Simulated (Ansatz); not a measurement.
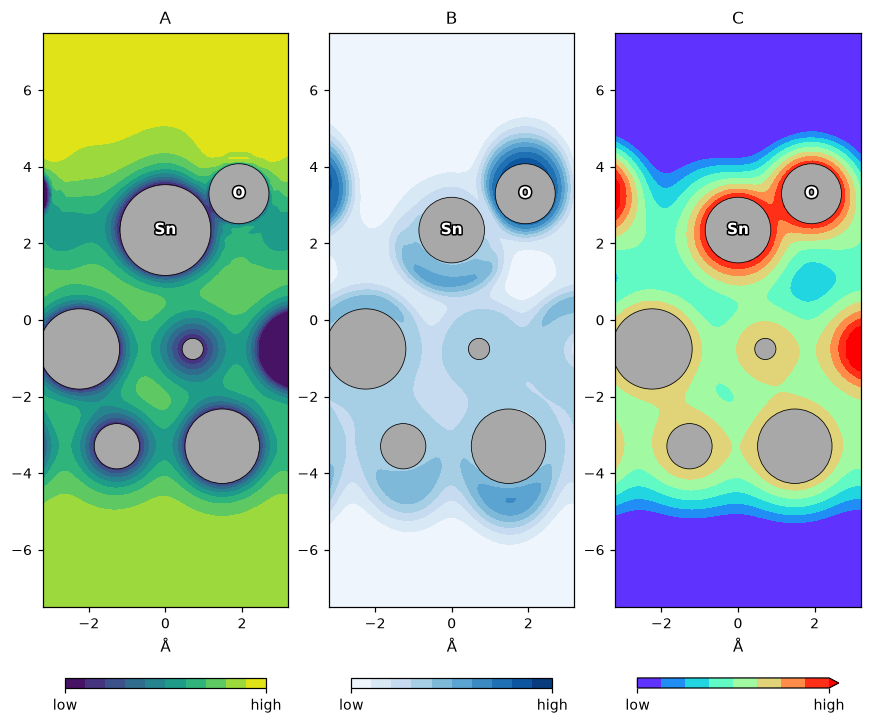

Sn₃O (slab): 3 fields on the (110) plane of the calculation cell, a cut from vacuum to vacuum, with unlabelled colour scales. Grey discs cover the atomic cores.

All numbers below come from DFT PBEsol, scalar-relativistic, plane waves, PAW in Ansatz 0.2.0.

Which field does each panel show? The fields are: electron localisation function, electrostatic potential energy of an electron and valence pseudo-density.

Panel A: electrostatic potential energy of an electron (low next to the atoms, rising into the space between them). Panel B: electron localisation function. Panel C: valence pseudo-density. From the grid: Sn–O (2.14 Å): ρ at the midpoint is about 0.58 e/Å³; the ELF peaks at about 0.80 in the valence shell of O, 0.6 Å from its nucleus, and is about 0.25 at the midpoint; no localised pair shows between them.
